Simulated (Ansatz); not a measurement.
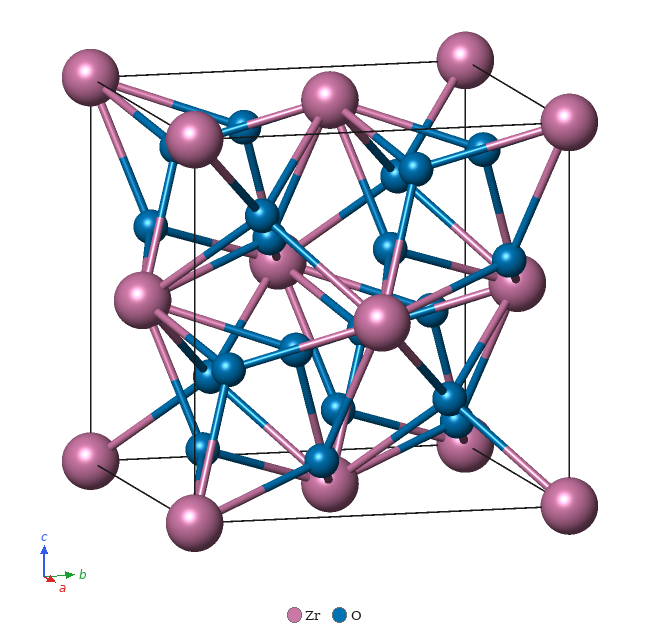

The crystal in a ball-and-stick representation, seen slightly off an axis. Thin lines show the conventional unit cell, with boundary atoms drawn in all their periodic places. Cell: a = 5.94 Å, b = 5.94 Å, c = 5.94 Å, α = 90.00°, β = 90.00°, γ = 90.00°.

The structure was taken from a structure type filled with these elements by a generator (whether the compound takes this form wasn't checked). Earlier steps of the study may have refined or changed the cell and positions. Ansatz was used for an electronic-structure calculation on it.

In words:

The compound is ZrO$_{5}$. Its lattice is face-centred cubic, its space group F-43m (No. 216). It has 24 atoms to the cell (4 Zr, 20 O). About every Zr there are 16 O at about 2.5 to 2.6 Å. O takes two kinds of site: 4c with four Zr in a tetrahedral arrangement at about 2.6 Å; 16e with three Zr at about 2.5 Å. The bonds build a three-dimensional framework.

Setup: DFT PBE, scalar-relativistic, plane waves, PAW (Ansatz); an energy cutoff of 420 eV, k-points about 0.15 Å⁻¹ apart, Gaussian smearing of 0.1 eV, no spin polarisation.

What is the electronic character?

A metal: bands cross the Fermi level.

What are the atomic charges by Bader's partition?

Zr +2.58 e; O -0.81 to -0.44 e.

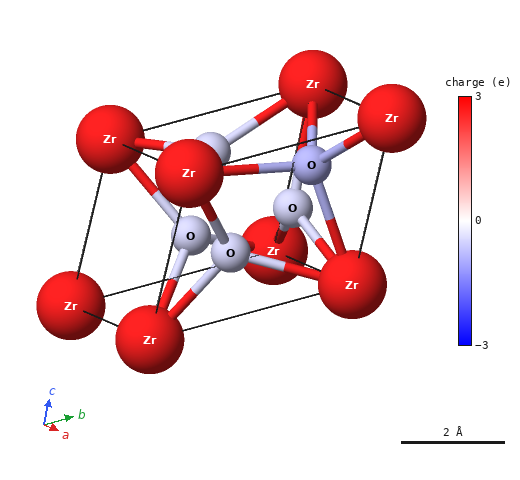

The atoms coloured by those charges. The run's cell of 6 atoms is drawn, so axes and origin can differ from the first picture.

Does the calculation find this structure at rest?

Yes. All forces vanish to within 0.01 eV/Å. The pressure is 0.0 GPa, close to zero.
